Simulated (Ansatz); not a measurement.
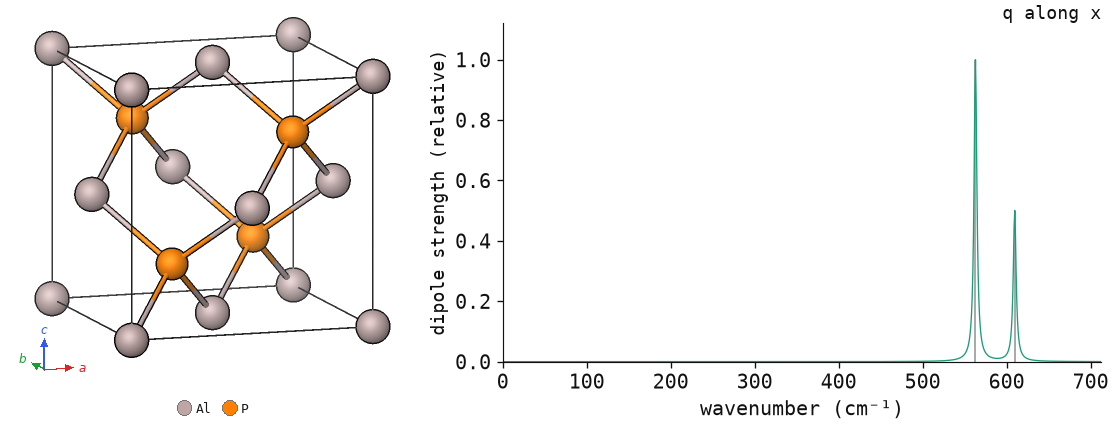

The figure shows the polar optical modes, transverse and longitudinal, approaching the zone centre along x for AlP, space group F-43m (No. 216). Lines are broadened by Lorentzians of 4.1 cm⁻¹ full width; the spectrum is scaled to its strongest line. The conventional cell is drawn beside the plot.

The given structure:
```xyz
2
Lattice="0.0000 2.5409 2.5409 2.5409 0.0000 2.5409 2.5409 2.5409 0.0000" Properties=species:S:1:pos:R:3 pbc="T T T"
Al    0.0000    0.0000    0.0000
P     3.8113    3.8113    3.8113
```

Method: optical phonons of an insulator on the approach to the zone centre along x, y and z with the field of polar modes, imaginary frequencies are negative, field response on a mesh refined by the program; plane waves with PAW datasets (Ansatz 0.2.0). Level: PBEsol, no spin polarisation.

| setting | value |
| --- | --- |
| wave cutoff | 420 eV |
| k mesh | 10×10×10 |
| occupations | fixed |
| pressure | 30 GPa |

> Which of the stronger lines are transverse and which longitudinal?

The transverse (TO, twofold) lines lie at 562.9 and the longitudinal (LO) ones at 609.6 cm⁻¹, the same along x, y and z by the cubic symmetry.

Limits of the calculation: gap may have closed between mesh points.

The computed values:

```json
{"at": "x", "frequency (cm⁻¹)": "562.9", "degeneracy": "2", "dipole strength ((D/Å)²/amu)": "14.2"}
{"at": "x", "frequency (cm⁻¹)": "609.6", "degeneracy": "1", "dipole strength ((D/Å)²/amu)": "7.12"}
```
